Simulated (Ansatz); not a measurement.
**Geometry relaxation, with input and output: ScAl2N3 (part 2 of 2)**

Continued. System: ScAl2N3 (Cmc2₁, 12 atoms in the cell). Method: DFT PBE, scalar-relativistic, plane waves, PAW, no spin polarisation (Ansatz 0.2.0); cutoff 420 eV, 6×6×6 k-mesh, Gaussian smearing of 0.02 eV. The structure was made by swapping elements on the sites of another compound; it need not be a known phase. It belongs to a series of runs on one base structure; here: In -> Sc on all its sites, cell and atoms relaxed.

Geometry of the input (Å; fractional positions):
```
4.9404  -2.8400  0.0000
4.9404  2.8400  0.0000
0.0000  0.0000  5.0301
Al 0.0068  0.3358  0.9889
Al 0.6642  0.9932  0.9889
Al 0.9932  0.6642  0.4889
Al 0.3358  0.0068  0.4889
Sc 0.3221  0.6779  0.9727
Sc 0.6779  0.3221  0.4727
N  0.0294  0.3324  0.3670
N  0.6676  0.9706  0.3670
N  0.9706  0.6676  0.8670
N  0.3324  0.0294  0.8670
N  0.3091  0.6909  0.4035
N  0.6909  0.3091  0.9035
```

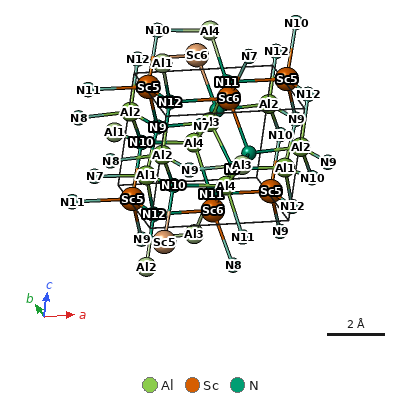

The geometry at step 2 of the log (ball-and-stick view of the reduced cell, seen slightly off an axis; neighbours outside the cell are drawn fainter; atoms are numbered from 1 in the order of the input).

### Log, continued
```
SCF iter   1: F=—  HF=-8742.964428 eV  |F-HF|=—  |Δ(HF+E_count)|=         —  Δρ=1.41e-5  dr2=7.08e-8  ethr=3.35e-7  ⟨swp⟩=3.0  Hψ=15312  notcnv=0
eigensolver tolerance schedule: the retry pair's looser diagonalisation over-reported the residual by 3029.23 of it (diagonalisation noise at 0.49 of the residual, at the tolerance the schedule requests for it); recorded, not acted on — ethr = c·dr2/N_el stays at c = 1.0e-1
preconditioner: auto → Resta (q_TF=auto, 2.392 Å⁻¹)  ε∞=5.7  [insulator: Δε(μ)=2.988 eV  Ē_g=10.028 eV  σ=0.020 eV  W_gap=1.00  n_scr=26 (ndim 8)  ℏωp=21.7 eV  f_vac=0.000  D(μ)=0.00/eV (n_scr^D=0)  ε∞_Penn≈5.7]
SCF iter   2: F=—  HF=-8742.964786 eV  |F-HF|=—  |Δ(HF+E_count)|=   3.58e-4  Δρ=6.34e-6  dr2=1.16e-8  ethr=1.11e-10  ⟨swp⟩=3.0  Hψ=4701  notcnv=0
SCF iter   3: F=—  HF=-8742.964786 eV  |F-HF|=—  |Δ(HF+E_count)|=   2.01e-8  Δρ=3.48e-6  dr2=3.92e-9  ethr=1.82e-11  ⟨swp⟩=1.0  Hψ=2288  notcnv=0
iter 4 did not close the SCF: its close was put off for the readings that it lacked (scf_convergence_deferred on its scf_iter line)
SCF iter   4: F=-8742.964786 eV  HF=-8742.964786 eV  |F-HF|=7.28e-12  |Δ(HF+E_count)|=   8.43e-9  Δρ=2.84e-7  dr2=7.44e-11  ethr=6.12e-12  ⟨swp⟩=2.0  Hψ=3535  notcnv=0
iter 5 did not close the SCF: its close was put off for the readings that it lacked (scf_convergence_deferred on its scf_iter line)
SCF iter   5: F=-8742.964786 eV  HF=-8742.964786 eV  |F-HF|=3.64e-12  |Δ(HF+E_count)|=  1.09e-11  Δρ=1.31e-7  dr2=1.79e-11  ethr=1.00e-12  ⟨swp⟩=1.0  Hψ=2288  notcnv=0
iter 6 did not close the SCF: its close was put off for the readings that it lacked (scf_convergence_deferred on its scf_iter line)
SCF iter   6: F=-8742.964786 eV  HF=-8742.964786 eV  |F-HF|=0.00e0  |Δ(HF+E_count)|=    0.00e0  Δρ=3.65e-8  dr2=1.15e-12  ethr=1.00e-12  ⟨swp⟩=1.0  Hψ=2288  notcnv=0
iter 7 did not close the SCF: its close was put off for the readings that it lacked (scf_convergence_deferred on its scf_iter line)
SCF iter   7: F=-8742.964786 eV  HF=-8742.964786 eV  |F-HF|=0.00e0  |Δ(HF+E_count)|=    0.00e0  Δρ=1.12e-8  dr2=9.37e-14  ethr=1.00e-12  ⟨swp⟩=1.0  Hψ=2288  notcnv=0
SCF iter   8: F=-8742.964786 eV  HF=-8742.964786 eV  |F-HF|=3.64e-12  |Δ(HF+E_count)|=    0.00e0  Δρ=2.85e-9  dr2=5.25e-15  ethr=1.00e-12  ⟨swp⟩=1.0  Hψ=4784  notcnv=0
SCF 4 converged in 8 iterations: F = -8742.964786 eV  dr2 = 5.25e-15
relax step   4: F+E_penalty+E_count = -8742.96478585 eV  Δ(F+E_penalty+E_count) = +7.047e-4 eV  max|allowed force component| = 7.621e-3 eV/Å  Δτ_max = 0.0000 Å  P = +0.003 GPa  Ω = 140.868 Å³  stress off target by 8.98e-3 GPa  SCF on the basis re-selected at this cell (its energy is not comparable with the rows above)  (8 SCF iters)
basis re-selected at this cell: Δ(F+E_penalty+E_count) = +7.047e-4 eV, ΔP = -0.009 GPa vs the last step (what re-selecting the basis moved, of the pressure what is left beyond the Pulay correction that the steps carried, after the strain that the cell walked since its last selection, with what the two solves' SCF thresholds leave and, on support functions, any second-order correction that the steps lacked; it is no measure of the basis error at this ecutwfc). This SCF's stress stands 8.98e-3 GPa from its target on what of the cell is left free (relax.cell.stress_tol is 1.00e-1 GPa) and its largest allowed force component is 7.62e-3 eV/Å (relax.f_tol is 1.00e-2 eV/Å): within both
SCF converged after 8 iterations
Free energy (F): -8742.964786 eV
Harris-Foulkes:  -8742.964786 eV  (|F-HF|=3.64e-12)
Internal energy: -8742.964786 eV  (E = F + TS)
E sigma→0 (E₀):  -8742.964786 eV
Fermi energy:    9.158036 eV
--- Per-component energies (eV) ---
  E_band       = -239.887641
  E_kinetic    = 1422.340996
  E_local      = -3162.829838  (includes V_loc(G=0)·N_el)
  E_nonlocal   = 472.483972
  E_hartree    = 1117.279712
  E_xc         = -738.986177
  E_vxc        = -846.629565  (∫ρ·V_xc dr)
  E_paw        = -4543.589461  (= ΣΔE_a)
  E_vpaw       = -359.813236  (= ΣTr[D̂ρ^β])
  E_aug_tail   = 0.000606  (compensation charges beyond the density's cutoff)
  E_ewald      = -3309.664597
  E_smearing   = -0.000000  (= −TS)
  E_closure    = 0.000000  (closes the sum)
  Σ components = -8742.964786   (vs F -8742.964786, Δ=0.00e0)
--- Forces (eV/Å), atoms counted from 1 ---
  atom   1  Al    -0.00238744    -0.00013947    -0.00198111
  atom   2  Al     0.00238744    -0.00013947    -0.00198111
  atom   3  Al     0.00238744     0.00013947    -0.00198111
  atom   4  Al    -0.00238744     0.00013947    -0.00198111
  atom   5  Sc    -0.00000000     0.00513074    -0.00762802
  atom   6  Sc     0.00000000    -0.00513074    -0.00762802
  atom   7  N      0.00190716    -0.00098895     0.00283673
  atom   8  N     -0.00190716    -0.00098895     0.00283673
  atom   9  N     -0.00190716     0.00098895     0.00283673
  atom  10  N      0.00190716     0.00098895     0.00283673
  atom  11  N     -0.00000000     0.00200558     0.00587414
  atom  12  N      0.00000000    -0.00200558     0.00587414
  max |Σ_I F_I| component: 8.52e-5 eV/Å
--- Stress (GPa, compression-positive) ---
       -0.002282       0.000000      -0.000000
        0.000000       0.001324       0.000000
       -0.000000       0.000000       0.008985
  P = ⅓ Tr σ = 0.0027 GPa (0.027 kbar)
--- Band table (eV; the first three rows and the last of 52) ---
  k-point 0: bands = ["-39.7602", "-39.7329", "-18.5527", "-18.5136", "-18.4803", "-18.4517", "-18.4168", "-18.3844", "-6.5814", "-4.7927", "-4.6725", "-4.6149", "-4.4352", "-4.4131", "2.8149", "3.5692", "3.5773", "3.8599", "3.9828", "5.1930", "5.6038", "5.7345", "5.7724", "5.8646", "5.9892", "6.5905", "6.7381", "6.7944", "6.9185", "6.9424", "6.9748", "7.6284", "10.6522", "11.1782", "11.7763", "12.1438", "12.1692", "12.4902", "12.7015", "12.8394", "13.1290", "13.4404", "13.7774", "14.8393"]
  k-point 1: bands = ["-39.7583", "-39.7347", "-18.5580", "-18.5227", "-18.4783", "-18.4535", "-18.4084", "-18.3819", "-6.4809", "-4.9348", "-4.6581", "-4.6080", "-4.4130", "-4.3847", "3.0489", "3.2032", "3.2418", "4.0486", "4.0586", "5.4036", "5.5222", "5.5657", "5.7919", "5.8927", "5.9777", "6.6063", "6.7597", "6.8042", "6.8120", "6.9074", "6.9101", "7.5195", "10.9243", "11.3639", "12.0410", "12.2261", "12.3218", "12.6770", "12.7456", "12.9911", "13.2721", "13.3428", "13.8135", "14.9110"]
  k-point 2: bands = ["-39.7533", "-39.7397", "-18.5644", "-18.5426", "-18.4729", "-18.4585", "-18.3923", "-18.3786", "-6.1962", "-5.3119", "-4.6260", "-4.5968", "-4.3499", "-4.3289", "2.7797", "2.7971", "3.6520", "4.2550", "4.3041", "5.0567", "5.0909", "5.0958", "5.5605", "5.9666", "6.4457", "6.6173", "6.6977", "6.8156", "6.8951", "6.9187", "6.9954", "7.4213", "11.5448", "11.7731", "12.2779", "12.3007", "12.6443", "12.7688", "12.9822", "13.0955", "13.1486", "13.6473", "14.2349", "15.1100"]
  k-point 51: bands = ["-39.7465", "-39.7465", "-18.5601", "-18.5601", "-18.4678", "-18.4678", "-18.3809", "-18.3809", "-5.3536", "-5.3536", "-4.9058", "-4.9058", "-4.5065", "-4.5065", "2.8124", "2.8124", "3.5134", "3.5134", "4.7146", "4.7146", "5.7217", "5.7217", "6.1423", "6.1423", "6.1554", "6.1554", "6.4222", "6.4222", "7.0133", "7.0133", "7.2483", "7.2483", "11.6622", "11.6622", "12.4402", "12.4402", "12.7005", "12.7005", "12.8243", "12.8243", "13.7636", "13.7636", "15.5274", "15.5274"]
--- Relaxed structure (3 steps of the walk, 3 accepted, 1 SCFs on fresh bases) ---
  F+E_penalty+E_count = -8742.96478585 eV   max|allowed force component| = 7.621e-3 eV/Å   (the final SCF, on the basis selected at the relaxed cell)
  cell:  # Å, volume = 140.8683 Å³
    - [4.938332441600635, -2.8402854885642483, 0.0]
    - [4.938332441600635, 2.8402854885642483, 0.0]
    - [0.0, 0.0, 5.021588090041715]
  atoms:
    - { symbol: Al, position: [0.006754103493067487, 0.33568623032184375, 0.9887047968078213] }
    - { symbol: Al, position: [0.6643137696781563, 0.9932458965069324, 0.9887047968078213] }
    - { symbol: Al, position: [0.9932458965069324, 0.6643137696781563, 0.4887047968078212] }
    - { symbol: Al, position: [0.33568623032184375, 0.006754103493067487, 0.4887047968078212] }
    - { symbol: Sc, position: [0.322323442491699, 0.6776765575083009, 0.9723605916283361] }
    - { symbol: Sc, position: [0.6776765575083009, 0.322323442491699, 0.4723605916283361] }
    - { symbol: N, position: [0.02934450661201457, 0.33247983126571046, 0.36724571300939657] }
    - { symbol: N, position: [0.6675201687342895, 0.9706554933879856, 0.36724571300939657] }
    - { symbol: N, position: [0.9706554933879856, 0.6675201687342895, 0.8672457130093966] }
    - { symbol: N, position: [0.33247983126571046, 0.02934450661201457, 0.8672457130093966] }
    - { symbol: N, position: [0.3091304087988218, 0.6908695912011781, 0.4037383584372285] }
    - { symbol: N, position: [0.6908695912011781, 0.3091304087988218, 0.9037383584372284] }
```

### Trajectory as extended XYZ (Å, eV, eV/Å), 4 frames, from step=1 to step=4
```
12
Lattice="4.9404 -2.8400 0.0000 4.9404 2.8400 0.0000 0.0000 0.0000 5.0301" Properties=species:S:1:pos:R:3:forces:R:3 step=1 energy=-8742.96433 pressure_GPa=-0.31
Al    1.6925    0.9344    4.9741   -0.0154   0.0042  -0.0017
Al    8.1882    0.9344    4.9741    0.0154   0.0042  -0.0017
Al    8.1882   -0.9344    2.4590    0.0154  -0.0042  -0.0017
Al    1.6925   -0.9344    2.4590   -0.0154  -0.0042  -0.0017
Sc    4.9404    1.0102    4.8926    0.0000  -0.0085  -0.0032
Sc    4.9404   -1.0102    2.3775    0.0000   0.0085  -0.0032
N     1.7874    0.8607    1.8462    0.0062   0.0029  -0.0003
N     8.0933    0.8607    1.8462   -0.0062   0.0029  -0.0003
N     8.0933   -0.8607    4.3613   -0.0062  -0.0029  -0.0003
N     1.7874   -0.8607    4.3613    0.0062  -0.0029  -0.0003
N     4.9404    1.0842    2.0298    0.0000  -0.0002   0.0072
N     4.9404   -1.0842    4.5448    0.0000   0.0002   0.0072
12
Lattice="4.9396 -2.8399 0.0000 4.9396 2.8399 0.0000 0.0000 0.0000 5.0248" Properties=species:S:1:pos:R:3:forces:R:3 step=2 energy=-8742.96514 pressure_GPa=-0.11
Al    1.6915    0.9344    4.9684   -0.0030   0.0010  -0.0028
Al    8.1877    0.9344    4.9684    0.0030   0.0010  -0.0028
Al    8.1877   -0.9344    2.4560    0.0030  -0.0010  -0.0028
Al    1.6915   -0.9344    2.4560   -0.0030  -0.0010  -0.0028
Sc    4.9396    1.0097    4.8866    0.0000   0.0001  -0.0071
Sc    4.9396   -1.0097    2.3742    0.0000  -0.0001  -0.0071
N     1.7872    0.8609    1.8450    0.0025  -0.0014   0.0006
N     8.0920    0.8609    1.8450   -0.0025  -0.0014   0.0006
N     8.0920   -0.8609    4.3574   -0.0025   0.0014   0.0006
N     1.7872   -0.8609    4.3574    0.0025   0.0014   0.0006
N     4.9396    1.0837    2.0278    0.0000   0.0085   0.0115
N     4.9396   -1.0837    4.5402    0.0000  -0.0085   0.0115
12
Lattice="4.9383 -2.8403 0.0000 4.9383 2.8403 0.0000 0.0000 0.0000 5.0216" Properties=species:S:1:pos:R:3:forces:R:3 step=3 energy=-8742.96549 pressure_GPa=0.01
Al    1.6911    0.9343    4.9649   -0.0024  -0.0001  -0.0020
Al    8.1856    0.9343    4.9649    0.0024  -0.0001  -0.0020
Al    8.1856   -0.9343    2.4541    0.0024   0.0001  -0.0020
Al    1.6911   -0.9343    2.4541   -0.0024   0.0001  -0.0020
Sc    4.9383    1.0093    4.8828    0.0000   0.0051  -0.0076
Sc    4.9383   -1.0093    2.3720    0.0000  -0.0051  -0.0076
N     1.7868    0.8610    1.8442    0.0019  -0.0010   0.0028
N     8.0899    0.8610    1.8442   -0.0019  -0.0010   0.0028
N     8.0899   -0.8610    4.3550   -0.0019   0.0010   0.0028
N     1.7868   -0.8610    4.3550    0.0019   0.0010   0.0028
N     4.9383    1.0842    2.0274    0.0000   0.0020   0.0058
N     4.9383   -1.0842    4.5382    0.0000  -0.0020   0.0058
12
Lattice="4.9383 -2.8403 0.0000 4.9383 2.8403 0.0000 0.0000 0.0000 5.0216" Properties=species:S:1:pos:R:3:forces:R:3 step=4 energy=-8742.96479 pressure_GPa=0.00
Al    1.6911    0.9343    4.9649   -0.0024  -0.0001  -0.0020
Al    8.1856    0.9343    4.9649    0.0024  -0.0001  -0.0020
Al    8.1856   -0.9343    2.4541    0.0024   0.0001  -0.0020
Al    1.6911   -0.9343    2.4541   -0.0024   0.0001  -0.0020
Sc    4.9383    1.0093    4.8828    0.0000   0.0051  -0.0076
Sc    4.9383   -1.0093    2.3720    0.0000  -0.0051  -0.0076
N     1.7868    0.8610    1.8442    0.0019  -0.0010   0.0028
N     8.0899    0.8610    1.8442   -0.0019  -0.0010   0.0028
N     8.0899   -0.8610    4.3550   -0.0019   0.0010   0.0028
N     1.7868   -0.8610    4.3550    0.0019   0.0010   0.0028
N     4.9383    1.0842    2.0274    0.0000   0.0020   0.0059
N     4.9383   -1.0842    4.5382    0.0000  -0.0020   0.0059
```

### Results in brief

| quantity | value |
| --- | --- |
| outcome | converged |
| space group (tolerance 0.01 Å) | Cmc2₁ (36) |
| electrons treated | 64 |
| free energy | −8742.9648 eV |
| Fermi energy | 9.158 eV |
| gap on the k-point mesh | 2.99 eV |
| pressure | 0.00 GPa |
| final volume | 140.87 Å³ |
| largest force (length of the vector) at the end | 0.009 eV/Å |
| final cell | a = 5.697 Å, b = 5.697 Å, c = 5.022 Å, α = 90.00°, β = 90.00°, γ = 59.81° |
| hardware | 2 threads of Intel Xeon @ 2.50GHz (Skylake/Cascade Lake), 189 GiB of memory available, shared host |
| wall time | 2.1 min (CPU time 4 min) |
| peak memory | 0.59 GiB |
